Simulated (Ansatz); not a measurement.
Geometry relaxation of GeSe (part 3 of 3)

Continued. System: GeSe (Pnma, 8 atoms in the cell). Method: DFT PBE+D3(BJ), scalar-relativistic, plane waves, PAW, no spin polarisation (Ansatz 0.2.0); cutoff 420 eV, 4×8×6 k-mesh, Gaussian smearing of 0.02 eV. The structure derives from an entry of the Crystallography Open Database.

Geometry of the input (Å; fractional positions):
```
10.8330  0.0000  0.0000
0.0000  3.8355  0.0000
0.0000  0.0000  4.3954
Ge 0.3790  0.7500  0.6113
Ge 0.1210  0.2500  0.1113
Ge 0.8790  0.7500  0.8887
Ge 0.6210  0.2500  0.3887
Se 0.1465  0.7500  0.4976
Se 0.3535  0.2500  0.9976
Se 0.6465  0.7500  0.0024
Se 0.8535  0.2500  0.5024
```

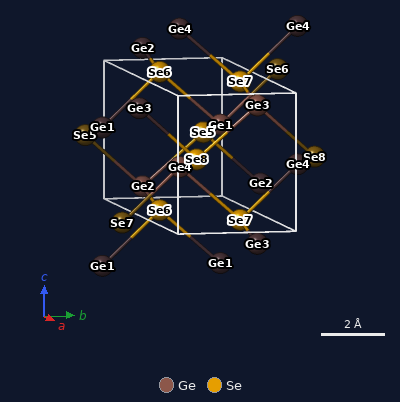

**Figure 1.** The geometry at step 6 of the log (ball-and-stick view of the cell of the calculation, seen slightly off an axis; neighbours outside the cell are drawn fainter; atoms are numbered from 1 in the order of the input).

```
basis re-selected at this cell: Δ(F+E_penalty+E_count) = -6.663e-4 eV, ΔP = -0.001 GPa vs the last step (what re-selecting the basis moved, of the pressure what is left beyond the Pulay correction that the steps carried, after the strain that the cell walked since its last selection, with what the two solves' SCF thresholds leave and, on support functions, any second-order correction that the steps lacked; it is no measure of the basis error at this ecutwfc). This SCF's stress stands 1.42e-2 GPa from its target on what of the cell is left free (relax.cell.stress_tol is 5.00e-2 GPa) and its largest allowed force component is 1.20e-3 eV/Å (relax.f_tol is 5.00e-3 eV/Å): within both
dispersion: the relaxed geometry stands within reach of a switch of an atom's C6, across which e_disp changes (each atom's share, over what another start of this relaxation can change, counted as every distance, since the cell relaxes too: site 0 (Ge), some 0.03 eV, crossed with nearer neighbours; site 1 (Ge), some 0.03 eV, crossed with nearer neighbours; site 2 (Ge), some 0.03 eV, crossed with nearer neighbours; site 3 (Ge), some 0.03 eV, crossed with nearer neighbours; some 0.12 eV in sum): a start on the other side of the switch can end at another minimum, lower or higher, and the walk did not compare the two: the search finds no start: the shortest move that carries the atoms past their switches is longer than one may be, or their switch too gentle for it, or the run's symmetry leaves no such move, or it raises the dispersion energy and nothing straight past it gives that back (hamiltonian.dispersion, Limitations)
SCF converged after 8 iterations
Free energy (F): -39060.909178 eV
Harris-Foulkes:  -39060.909178 eV  (|F-HF|=1.46e-11)
Internal energy: -39060.909178 eV  (E = F + TS)
E sigma→0 (E₀):  -39060.909178 eV
Fermi energy:    8.670909 eV
--- Per-component energies (eV) ---
  E_band       = -2113.995203
  E_kinetic    = 909.932001
  E_local      = -18940.880915  (includes V_loc(G=0)·N_el)
  E_nonlocal   = -725.851292
  E_hartree    = 8815.468138
  E_xc         = -717.361043
  E_vxc        = -647.872093  (∫ρ·V_xc dr)
  E_paw        = -15705.298756  (= ΣΔE_a)
  E_vpaw       = -340.257962  (= ΣTr[D̂ρ^β])
  E_aug_tail   = -0.001248  (compensation charges beyond the density's cutoff)
  E_ewald      = -12694.051985
  E_disp       = -2.864077  (pairwise vdW)
  E_smearing   = -0.000000  (= −TS)
  E_closure    = 0.000000  (closes the sum)
  Σ components = -39060.909178   (vs F -39060.909178, Δ=0.00e0)
--- Forces (eV/Å), atoms counted from 1 ---
  atom   1  Ge     0.00013654    -0.00000000    -0.00100053
  atom   2  Ge    -0.00013654    -0.00000000    -0.00100053
  atom   3  Ge     0.00013654     0.00000000     0.00100053
  atom   4  Ge    -0.00013654     0.00000000     0.00100053
  atom   5  Se    -0.00119817     0.00000000     0.00073146
  atom   6  Se     0.00119817     0.00000000     0.00073146
  atom   7  Se    -0.00119817    -0.00000000    -0.00073146
  atom   8  Se     0.00119817    -0.00000000    -0.00073146
  max |Σ_I F_I| component: 4.34e-19 eV/Å
--- Stress (GPa, compression-positive) ---
       -0.014188       0.000000      -0.000000
        0.000000      -0.008452      -0.000000
       -0.000000      -0.000000      -0.007019
  P = ⅓ Tr σ = -0.0099 GPa (-0.099 kbar)
--- Band table (eV; the first three rows and the last of 60) ---
  k-point 0: bands = ["-39.2616", "-39.2615", "-39.2615", "-39.2614", "-39.2604", "-39.2604", "-39.2601", "-39.2601", "-39.2266", "-39.2264", "-39.2263", "-39.2261", "-39.2238", "-39.2236", "-39.2236", "-39.2234", "-39.2127", "-39.2126", "-39.2123", "-39.2122", "-16.2675", "-16.2657", "-16.2642", "-16.2632", "-16.2631", "-16.2628", "-16.2622", "-16.2617", "-16.2379", "-16.2377", "-16.2325", "-16.2321", "-16.2320", "-16.2296", "-16.2204", "-16.2179", "-16.2160", "-16.2157", "-16.2132", "-16.2130", "-6.0534", "-5.6759", "-4.7534", "-4.1729", "0.3120", "0.9111", "2.4491", "2.7488", "3.0166", "4.6222", "4.8328", "4.8917", "5.0006", "5.4533", "6.2370", "6.4759", "6.9162", "7.2304", "7.4691", "8.1015", "9.0354", "10.9615", "10.9903", "11.0071", "11.3236", "11.6480", "11.8285", "12.4806", "13.2086", "13.5013", "13.8824", "14.1204"]
  k-point 1: bands = ["-39.2616", "-39.2615", "-39.2615", "-39.2614", "-39.2604", "-39.2603", "-39.2602", "-39.2601", "-39.2266", "-39.2263", "-39.2263", "-39.2261", "-39.2238", "-39.2236", "-39.2236", "-39.2234", "-39.2127", "-39.2126", "-39.2123", "-39.2122", "-16.2672", "-16.2655", "-16.2644", "-16.2634", "-16.2631", "-16.2631", "-16.2623", "-16.2619", "-16.2372", "-16.2369", "-16.2325", "-16.2322", "-16.2319", "-16.2298", "-16.2203", "-16.2180", "-16.2160", "-16.2155", "-16.2135", "-16.2131", "-5.9284", "-5.5581", "-4.7522", "-4.2238", "-0.0696", "0.7798", "1.6456", "2.3233", "3.2060", "4.8977", "5.1551", "5.3888", "5.5510", "5.5945", "6.3004", "6.8323", "6.9168", "7.0772", "7.6505", "8.0301", "9.0993", "10.3376", "10.8945", "10.9917", "11.2268", "11.3080", "12.0715", "12.0993", "12.4797", "13.1160", "13.5411", "13.6881"]
  k-point 2: bands = ["-39.2616", "-39.2615", "-39.2615", "-39.2614", "-39.2604", "-39.2603", "-39.2602", "-39.2601", "-39.2265", "-39.2263", "-39.2262", "-39.2261", "-39.2238", "-39.2237", "-39.2235", "-39.2234", "-39.2126", "-39.2125", "-39.2124", "-39.2123", "-16.2662", "-16.2647", "-16.2646", "-16.2640", "-16.2639", "-16.2631", "-16.2629", "-16.2624", "-16.2355", "-16.2351", "-16.2328", "-16.2324", "-16.2315", "-16.2303", "-16.2198", "-16.2185", "-16.2158", "-16.2150", "-16.2143", "-16.2137", "-5.5877", "-5.2348", "-4.8407", "-4.4264", "-0.4934", "0.4757", "0.5934", "1.4938", "3.7006", "5.2217", "5.5776", "5.9747", "6.2459", "6.3399", "6.3595", "6.8029", "6.8634", "7.6782", "7.7353", "8.3060", "9.3437", "9.6400", "9.8911", "10.4629", "10.5300", "11.2665", "11.3078", "11.4967", "11.8924", "12.4336", "13.0858", "14.1644"]
  k-point 59: bands = ["-39.2616", "-39.2616", "-39.2616", "-39.2616", "-39.2599", "-39.2599", "-39.2599", "-39.2599", "-39.2263", "-39.2263", "-39.2263", "-39.2263", "-39.2237", "-39.2237", "-39.2237", "-39.2237", "-39.2123", "-39.2123", "-39.2123", "-39.2123", "-16.2692", "-16.2692", "-16.2692", "-16.2692", "-16.2576", "-16.2576", "-16.2576", "-16.2576", "-16.2352", "-16.2352", "-16.2352", "-16.2352", "-16.2269", "-16.2269", "-16.2269", "-16.2269", "-16.2115", "-16.2115", "-16.2115", "-16.2115", "-4.3964", "-4.3964", "-4.3964", "-4.3964", "0.4166", "0.4166", "0.4166", "0.4166", "3.5867", "3.5867", "3.5867", "3.5867", "4.3721", "4.3721", "4.3721", "4.3721", "6.8293", "6.8293", "6.8293", "6.8293", "10.8811", "10.8811", "10.8811", "10.8811", "13.1715", "13.1715", "13.1715", "13.1715", "14.9586", "14.9586", "14.9586", "14.9586"]
--- Relaxed structure (9 steps of the walk, 8 accepted, 1 SCFs on fresh bases) ---
  F+E_penalty+E_count = -39060.90917762 eV   max|allowed force component| = 1.198e-3 eV/Å   (the final SCF, on the basis selected at the relaxed cell)
  cell:  # Å, volume = 188.2173 Å³
    - [10.962394570441548, -8.50383044141265e-34, -1.0664275003177834e-32]
    - [-3.0108411020066665e-34, 3.8767405710094605, 2.8643677510982342e-33]
    - [-4.3269431414403136e-33, 3.28250345800474e-33, 4.428812618033444]
  atoms:
    - { symbol: Ge, position: [0.3767545143441981, 0.75, 0.6141826142452086] }
    - { symbol: Ge, position: [0.12324548565580193, 0.24999999999999997, 0.11418261424520848] }
    - { symbol: Ge, position: [0.8767545143441983, 0.75, 0.8858173857547915] }
    - { symbol: Ge, position: [0.623245485655802, 0.24999999999999997, 0.3858173857547915] }
    - { symbol: Se, position: [0.14537161819521854, 0.75, 0.5021862852235438] }
    - { symbol: Se, position: [0.3546283818047815, 0.24999999999999997, 1.002186285223544] }
    - { symbol: Se, position: [0.6453716181952186, 0.75, -0.002186285223543559] }
    - { symbol: Se, position: [0.8546283818047817, 0.24999999999999997, 0.4978137147764563] }
```

**Trajectory as extended XYZ (Å, eV, eV/Å), 10 frames, from step=1 to step=10**
```
8
Lattice="10.8330 0.0000 0.0000 0.0000 3.8355 0.0000 0.0000 0.0000 4.3954" Properties=species:S:1:pos:R:3:forces:R:3 step=1 energy=-39060.86514 pressure_GPa=2.45
Ge    4.1056    2.8766    2.6869    0.0443   0.0000  -0.0606
Ge    1.3109    0.9589    0.4892   -0.0443   0.0000  -0.0606
Ge    9.5221    2.8766    3.9062    0.0443   0.0000   0.0606
Ge    6.7274    0.9589    1.7085   -0.0443   0.0000   0.0606
Se    1.5870    2.8766    2.1872   -0.0906   0.0000   0.0738
Se    3.8295    0.9589    4.3849    0.0906   0.0000   0.0738
Se    7.0035    2.8766    0.0105   -0.0906   0.0000  -0.0738
Se    9.2460    0.9589    2.2082    0.0906   0.0000  -0.0738
8
Lattice="11.3585 0.0000 0.0000 0.0000 3.9544 0.0000 0.0000 0.0000 4.5752" Properties=species:S:1:pos:R:3:forces:R:3 step=2 energy=-39060.70193 pressure_GPa=-2.56 accepted=F
Ge    4.2096    2.9658    2.8683    0.0270   0.0000  -0.1341
Ge    1.4697    0.9886    0.5807   -0.0270   0.0000  -0.1341
Ge    9.8889    2.9658    3.9945    0.0270   0.0000   0.1341
Ge    7.1489    0.9886    1.7069   -0.0270   0.0000   0.1341
Se    1.6938    2.9658    2.2641   -0.0040   0.0000   0.1329
Se    3.9854    0.9886    4.5517    0.0040   0.0000   0.1329
Se    7.3731    2.9658    0.0235   -0.0040   0.0000  -0.1329
Se    9.6647    0.9886    2.3111    0.0040   0.0000  -0.1329
8
Lattice="11.0467 0.0000 0.0000 0.0000 3.8788 0.0000 0.0000 0.0000 4.4733" Properties=species:S:1:pos:R:3:forces:R:3 step=3 energy=-39060.89072 pressure_GPa=-0.56
Ge    4.1492    2.9091    2.7751    0.0714   0.0000  -0.0926
Ge    1.3741    0.9697    0.5384   -0.0714   0.0000  -0.0926
Ge    9.6726    2.9091    3.9349    0.0714   0.0000   0.0926
Ge    6.8975    0.9697    1.6982   -0.0714   0.0000   0.0926
Se    1.6270    2.9091    2.2382   -0.0622   0.0000   0.0854
Se    3.8964    0.9697    4.4748    0.0622   0.0000   0.0854
Se    7.1504    2.9091   -0.0016   -0.0622   0.0000  -0.0854
Se    9.4197    0.9697    2.2351    0.0622   0.0000  -0.0854
8
Lattice="10.9610 0.0000 0.0000 0.0000 3.8671 0.0000 0.0000 0.0000 4.4538" Properties=species:S:1:pos:R:3:forces:R:3 step=4 energy=-39060.90379 pressure_GPa=0.16
Ge    4.1315    2.9003    2.7491    0.0577   0.0000  -0.0745
Ge    1.3490    0.9668    0.5222   -0.0577   0.0000  -0.0745
Ge    9.6120    2.9003    3.9316    0.0577   0.0000   0.0745
Ge    6.8295    0.9668    1.7047   -0.0577   0.0000   0.0745
Se    1.6073    2.9003    2.2245   -0.0547   0.0000   0.0726
Se    3.8732    0.9668    4.4513    0.0547   0.0000   0.0726
Se    7.0878    2.9003    0.0024   -0.0547   0.0000  -0.0726
Se    9.3537    0.9668    2.2293    0.0547   0.0000  -0.0726
8
Lattice="10.9537 0.0000 0.0000 0.0000 3.8650 0.0000 0.0000 0.0000 4.4609" Properties=species:S:1:pos:R:3:forces:R:3 step=5 energy=-39060.90541 pressure_GPa=-0.08
Ge    4.1274    2.8987    2.7276    0.0333   0.0000   0.0172
Ge    1.3495    0.9662    0.4971   -0.0333   0.0000   0.0172
Ge    9.6043    2.8987    3.9638    0.0333   0.0000  -0.0172
Ge    6.8263    0.9662    1.7333   -0.0333   0.0000  -0.0172
Se    1.6053    2.8987    2.2201   -0.0642   0.0000  -0.0068
Se    3.8715    0.9662    4.4505    0.0642   0.0000  -0.0068
Se    7.0822    2.8987    0.0104   -0.0642   0.0000   0.0068
Se    9.3484    0.9662    2.2408    0.0642   0.0000   0.0068
8
Lattice="10.9259 0.0000 0.0000 0.0000 3.8663 0.0000 0.0000 0.0000 4.4522" Properties=species:S:1:pos:R:3:forces:R:3 step=6 energy=-39060.90719 pressure_GPa=0.15
Ge    4.1231    2.8997    2.7451    0.0237   0.0000  -0.0022
Ge    1.3399    0.9666    0.5190   -0.0237   0.0000  -0.0022
Ge    9.5860    2.8997    3.9332    0.0237   0.0000   0.0022
Ge    6.8029    0.9666    1.7071   -0.0237   0.0000   0.0022
Se    1.5953    2.8997    2.2378   -0.0413   0.0000  -0.0055
Se    3.8676    0.9666    4.4639    0.0413   0.0000  -0.0055
Se    7.0583    2.8997   -0.0117   -0.0413   0.0000   0.0055
Se    9.3306    0.9666    2.2145    0.0413   0.0000   0.0055
8
Lattice="10.9401 0.0000 0.0000 0.0000 3.8737 0.0000 0.0000 0.0000 4.4413" Properties=species:S:1:pos:R:3:forces:R:3 step=7 energy=-39060.90825 pressure_GPa=-0.00
Ge    4.1273    2.9053    2.7306   -0.0015   0.0000  -0.0029
Ge    1.3428    0.9684    0.5100    0.0015   0.0000  -0.0029
Ge    9.5973    2.9053    3.9314   -0.0015   0.0000   0.0029
Ge    6.8128    0.9684    1.7107    0.0015   0.0000   0.0029
Se    1.5922    2.9053    2.2271   -0.0047   0.0000   0.0032
Se    3.8778    0.9684    4.4478    0.0047   0.0000   0.0032
Se    7.0622    2.9053   -0.0065   -0.0047   0.0000  -0.0032
Se    9.3479    0.9684    2.2142    0.0047   0.0000  -0.0032
8
Lattice="10.9590 0.0000 0.0000 0.0000 3.8702 0.0000 0.0000 0.0000 4.4311" Properties=species:S:1:pos:R:3:forces:R:3 step=8 energy=-39060.90839 pressure_GPa=0.09
Ge    4.1299    2.9027    2.7197   -0.0010   0.0000   0.0047
Ge    1.3497    0.9676    0.5042    0.0010   0.0000   0.0047
Ge    9.6094    2.9027    3.9269   -0.0010   0.0000  -0.0047
Ge    6.8292    0.9676    1.7114    0.0010   0.0000  -0.0047
Se    1.5933    2.9027    2.2246   -0.0022   0.0000  -0.0035
Se    3.8862    0.9676    4.4402    0.0022   0.0000  -0.0035
Se    7.0728    2.9027   -0.0091   -0.0022   0.0000   0.0035
Se    9.3657    0.9676    2.2065    0.0022   0.0000   0.0035
8
Lattice="10.9624 0.0000 0.0000 0.0000 3.8767 0.0000 0.0000 0.0000 4.4288" Properties=species:S:1:pos:R:3:forces:R:3 step=9 energy=-39060.90851 pressure_GPa=-0.01
Ge    4.1301    2.9076    2.7201    0.0002   0.0000  -0.0011
Ge    1.3511    0.9692    0.5057   -0.0002   0.0000  -0.0011
Ge    9.6113    2.9076    3.9231    0.0002   0.0000   0.0011
Ge    6.8323    0.9692    1.7087   -0.0002   0.0000   0.0011
Se    1.5936    2.9076    2.2241   -0.0012   0.0000   0.0008
Se    3.8876    0.9692    4.4385    0.0012   0.0000   0.0008
Se    7.0748    2.9076   -0.0097   -0.0012   0.0000  -0.0008
Se    9.3688    0.9692    2.2047    0.0012   0.0000  -0.0008
8
Lattice="10.9624 0.0000 0.0000 0.0000 3.8767 0.0000 0.0000 0.0000 4.4288" Properties=species:S:1:pos:R:3:forces:R:3 step=10 energy=-39060.90918 pressure_GPa=-0.01
Ge    4.1301    2.9076    2.7201    0.0001   0.0000  -0.0010
Ge    1.3511    0.9692    0.5057   -0.0001   0.0000  -0.0010
Ge    9.6113    2.9076    3.9231    0.0001   0.0000   0.0010
Ge    6.8323    0.9692    1.7087   -0.0001   0.0000   0.0010
Se    1.5936    2.9076    2.2241   -0.0012   0.0000   0.0007
Se    3.8876    0.9692    4.4385    0.0012   0.0000   0.0007
Se    7.0748    2.9076   -0.0097   -0.0012   0.0000  -0.0007
Se    9.3688    0.9692    2.2047    0.0012   0.0000  -0.0007
```
